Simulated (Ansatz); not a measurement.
**Ta₂N: density, localisation and related maps**

The calculation's input:

```
crystal:
  lattice:
    - [4.9715921024, 0.0, 0.0]
    - [0.0, 5.4294622173, 0.0]
    - [0.0, 0.0, 2.9890527781]
  atoms:
    - { symbol: Ta, position: [0.2364012528, 0.3329643526, 0.0] }
    - { symbol: Ta, position: [0.7635987472, 0.6670356474, 0.0] }
    - { symbol: Ta, position: [0.7364012528, 0.1670356474, 0.5] }
    - { symbol: Ta, position: [0.2635987472, 0.8329643526, 0.5] }
    - { symbol: "N", position: [0.0, 0.0, 0.0] }
    - { symbol: "N", position: [0.5, 0.5, 0.5] }
basis:
  ecutwfc: 420
kpoints:
  mp_grid: { grid: [8, 8, 12] }
hamiltonian:
  xc: pbe
scf:
  occupations: { method: gaussian, width: 0.1 }
output:
  forces: true
  stress: true
  eigenvalues: true
  write_density: true
  write_potential: true
  elf: true
  volumetric_format: npy
relax:
  adjacent_minimum: "off"
  f_tol: 0.01
  max_steps: 80
  cell: { stress_tol: 0.05 }
```

Launched as:

```sh
ansatz run input.yaml --threads 1 --pin off --max-ram 2560MiB --backend cpu --events-out ev --progress --plain --runs-dir out
```

Below, planes, directions and counts refer to the conventional cell (a = 4.93 Å, b = 5.44 Å, c = 3.01 Å, α = 90.00°, β = 90.00°, γ = 90.00°).

The fields are those of the relaxed geometry.

Space group Pnnm; started from the marcasite_58 prototype, which need not be the ambient phase.

Computed with DFT PBE, scalar-relativistic, plane waves, PAW in Ansatz.

Core electrons are frozen (PAW), and the valence fields are smoothed inside the atomic spheres.

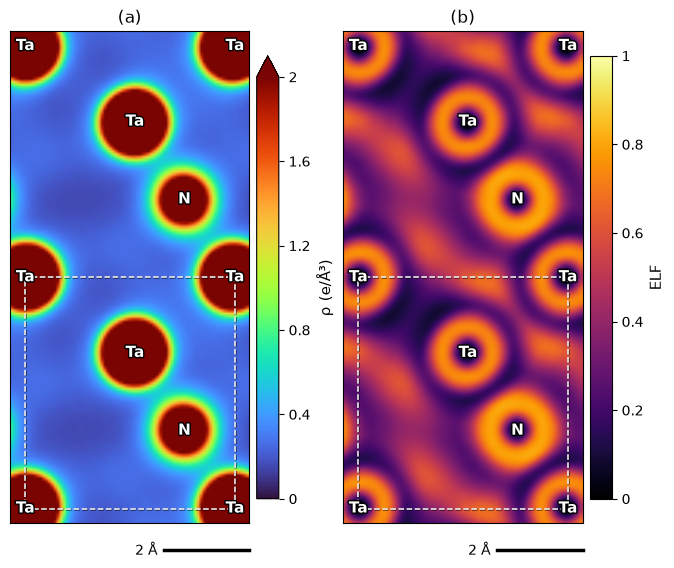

Figure 1. (a) valence electron density; (b) electron localisation function on the (001) plane of the conventional cell.

> What do the fields say about this system?

- The plane passes through Ta and N nuclei.
- Ta–N (2.17 Å): ρ is about 0.59 e/Å³ halfway; the ELF peaks at about 0.80 in the valence shell of N, 0.7 Å from its nucleus, and is about 0.20 at the midpoint; no shared electron pair shows on this line.
- Ta–Ta (2.95 Å): the density is about 0.3 e/Å³ at the midpoint; the ELF is about 0.40 at the midpoint.
- Ta–Ta (3.13 Å): the density is about 0.22 e/Å³ at the midpoint; the ELF is about 0.15 at the midpoint (no localised pair shows between them).
- Between the atoms the lowest density in this plane is 0.16 e/Å³.
- The features right at Ta lie inside the PAW spheres, where the map follows smoothed inner orbitals and isn't to be read closely.

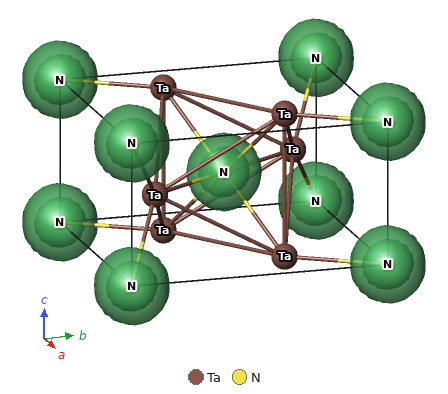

Figure 2. Isosurface of the ELF at 0.75 (green), seen slightly off an axis. Core shells and regions of very low density are left out. Sticks mark near contacts.

> Identify the bonds, lone pairs and shells in this picture.

The surface consists of two regions wrapped around N (the valence shell of each), counted in one cell of 6 atoms. Any copies at cell faces, edges or corners count once.

> Does the calculation make it a metal, or give it a gap?

It is gapless in this calculation (a metal or semimetal); semilocal functionals without U, or without the true magnetic order, often close the gap of such compounds.
